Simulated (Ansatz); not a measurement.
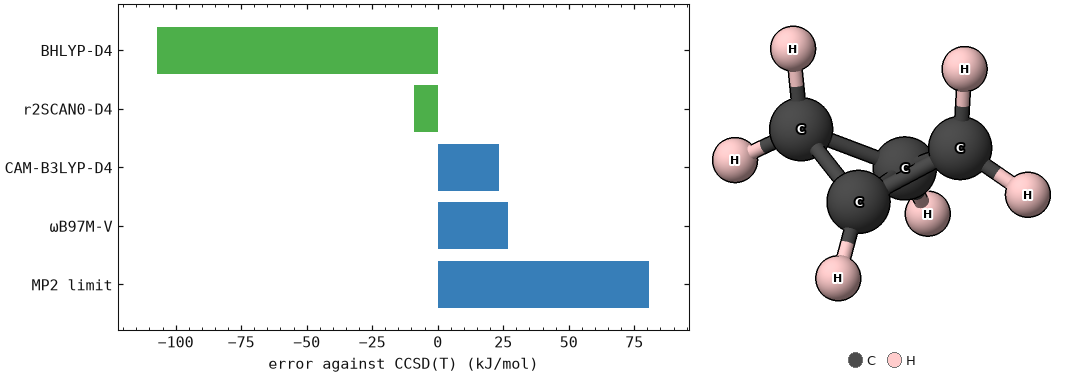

Error in the electronic atomisation energy (method less reference, so positive means overbinding) of C₄H₆, SMILES C1[C@H]2C[C@@H]12: functionals in def2-TZVPP against frozen-core CCSD(T) at the limit (MP2 extrapolated from triple and quadruple zeta, plus CCSD(T) less MP2 in a smaller set), which gives 4115.4 kJ/mol, at a PBE0-D4/def2-TZVP geometry (a minimum by its frequencies), no zero-point or spin-orbit term, the Ansatz code. The reference leaves out core correlation, a term that grows with the number of heavy atoms. Limit means the basis limit.

Which of these levels overbind, and which underbind?

Overbind: CAM-B3LYP-D4, ωB97M-V and MP2 limit. Underbind: BHLYP-D4. Within 20 kJ/mol of zero, too close to call in view of what the reference leaves out: r2SCAN0-D4.

Give the values.

```csv
level,kJ/mol
BHLYP-D4,−107.0
r2SCAN0-D4,−9.1
CAM-B3LYP-D4,23.5
ωB97M-V,26.7
MP2 limit,80.8
```
